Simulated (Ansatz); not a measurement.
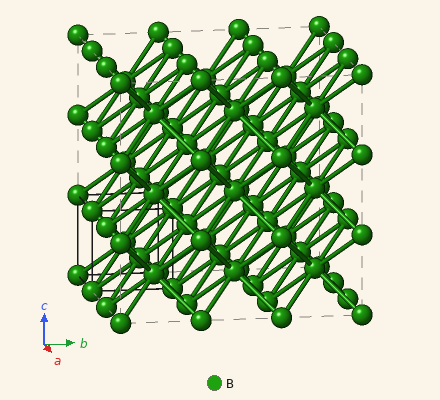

The structure; the drawing may span several cells.

Given this structure, the end point of a relaxation with DFT, LDA (PW92), plane waves (420 eV) with PAW, scalar-relativistic in Ansatz; the starting structure was generated, so it need not be a known form of this composition, written in its standard cell:

```cif
data_structure
_symmetry_space_group_name_H-M 'Im-3m'
_symmetry_Int_Tables_number 229
_cell_length_a 2.2811
_cell_length_b 2.2811
_cell_length_c 2.2811
_cell_angle_alpha 90.000
_cell_angle_beta 90.000
_cell_angle_gamma 90.000
_cell_volume 11.87
loop_
_atom_site_label
_atom_site_type_symbol
_atom_site_symmetry_multiplicity
_atom_site_Wyckoff_symbol
_atom_site_fract_x
_atom_site_fract_y
_atom_site_fract_z
_atom_site_occupancy
B1 B 2 a 0.00000 0.00000 0.00000 1
```

What does the kinematic electron diffraction pattern along [111] look like at 200 kV (B = 0.5 Å²)?

The spots form a hexagonal net with both shortest vectors at d = 1.61 Å, 60.0° apart. They are -1 1 0 and -1 0 1. The pattern has symmetry 6mm. No reflection of this zone is absent.

Strongest reflections with d > 0.80 Å, one of each family (|F|² from tabulated Gaussian fits of the electron scattering factors, times a small damping for the curvature of the Ewald sphere):

```csv
hkl,d (Å),I (strongest = 100)
1 0 -1,1.613,100
2 -1 -1,0.931,12
2 0 -2,0.807,6
```

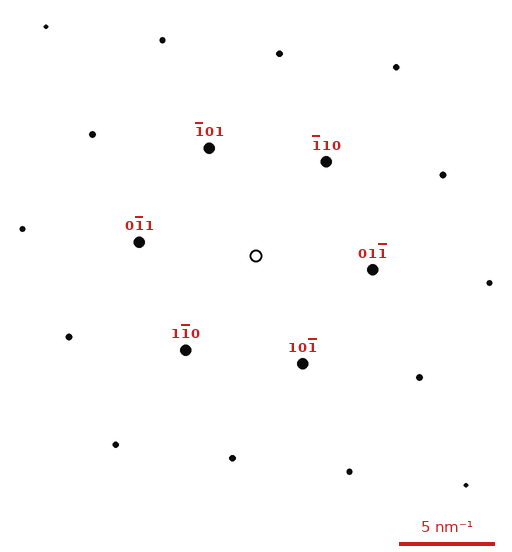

Calculated pattern, seen from the source side with [111] pointing towards the source.
